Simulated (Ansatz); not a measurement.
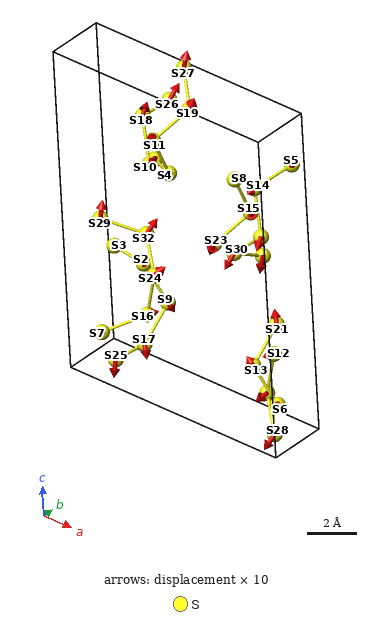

This is a relaxation of solid S (built on the alpha type). The starting structure is drawn; red arrows show the displacements, 10 times their true length.

Style: ball-and-stick. Shown: the reduced cell, slightly off an axis. Lengths and directions refer to the drawn axes.

Case: volume 36.101 Å^3/atom.

These are results of DFT r2SCAN, scalar-relativistic, plane waves, PAW (Ansatz 0.2.0), not measurements. Set-up: plane-wave cutoff 600 eV; k-point mesh 4 × 4 × 4; occupations gaussian; smearing width 0.05 eV; no spin polarisation; cell relaxed at fixed volume; force threshold 0.04 eV/Å; at most 40 steps.

Question: What happened in the run?

Answer: Over 2 accepted moves (3 points after the start) the energy falls by 11.6 meV per atom. The largest force component goes from 0.71 to 0.034 eV/Å. Pressure: 1.71 GPa at the start and −0.36 GPa at the end. The SCF was repeated once at an unchanged geometry on a basis and grid sized afresh for the cell, which shifted the energy by less than 0.05 meV per atom at most. The largest moves relative to the cell, 0.080 Å, are those of S atoms. The drawn cell changes at constant volume: a = b 9.630 → 9.629 Å (0.0 %), c 14.085 → 14.089 Å (0.0 %), γ 100.3° → 100.5°. Among the contacts that change: S–S 2.021 → 2.057 Å. The space group stays Fddd (No. 70). Cost: 99 s on 16 threads of Intel(R) Xeon(R) 6975P-C (Granite Rapids) (shared host), peak memory 24 GiB.
